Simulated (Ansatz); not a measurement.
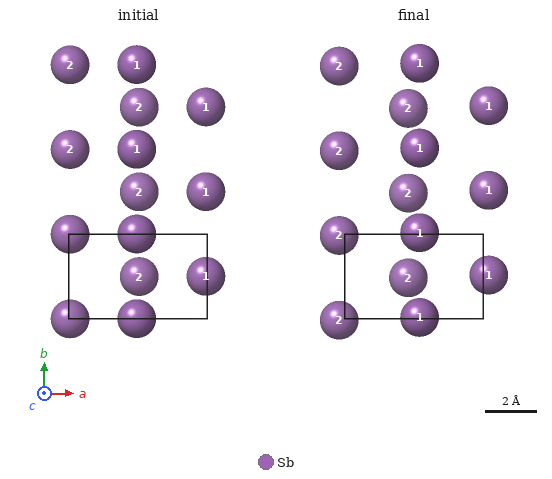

The structure of crystalline Sb (set up in P-1) before (left) and after (right) a relaxation, at one scale.

A spheres-only model of the conventional cell (2 times the calculation's cell), repeated 1 × 3 × 1 with one cell outlined, seen along the c axis. Lengths and directions refer to the drawn axes.

The run lets the atoms move in a fixed cell, from this start: all atoms moved at random, sigma 0.25 A a component.

These are results of Kohn-Sham DFT of a periodic cell, PBE, Ansatz PAW in Ansatz, not measurements.

The input:
```yaml
crystal:
  lattice:
    - [0.0, -2.37124252, -2.37124252]
    - [-2.37124252, 0.0, -2.37124252]
    - [2.37124252, 2.37124252, -4.74248504]
  atoms:
    - { symbol: Sb, position: [0.48982044, 0.45773603, 0.56014569] }
    - { symbol: Sb, position: [0.01017956, 0.04226397, 0.93985431] }
hamiltonian:
  xc: pbe
  pseudopotentials: { kind: paw }
kpoints:
  mp_grid: { grid: [9, 9, 5] }
scf:
  occupations: { method: fermi_dirac, width: 0.05 }
output:
  forces: true
  stress: true
  eigenvalues: true
  write_density: true
  write_potential: true
  elf: true
  volumetric_format: npy
relax:
  f_tol: 0.01
  max_steps: 40
```

Launched with:
```bash
ansatz run input.yaml --threads 2 --pin off --max-ram 5632MiB --backend cpu --events-out ev --progress --plain --runs-dir out
```

Describe what moved and what it gained.

The energy falls by 190 meV per atom in 12 accepted moves (15 points after the start). Largest force component: 1.3 eV/Å at the start, 0.0097 eV/Å at the end. The line search rejected the trial steps at points 6, 14 of the run. 1 step only repeated the SCF at the same geometry. The forces were under the threshold at step 4, but the run went on from there. The largest moves, 0.34 Å, are those of Sb1 and Sb2. Sb1 goes along [3 1 3]. The lattice vectors keep their values. Near-neighbour distances that change, for instance: Sb1–Sb2 3.848 → 3.180 Å, Sb1–Sb2 (another image) 2.931 → 3.597 Å, Sb1–Sb2 (another image) 2.805 → 3.218 Å, Sb1–Sb2 (another image) 3.940 → 3.563 Å. The space group stays P-1 (No. 2). Cost: 120 s on 2 threads of Intel(R) Xeon(R) Processor @ 2.70GHz, on a shared host, peak memory 0.5 GiB.
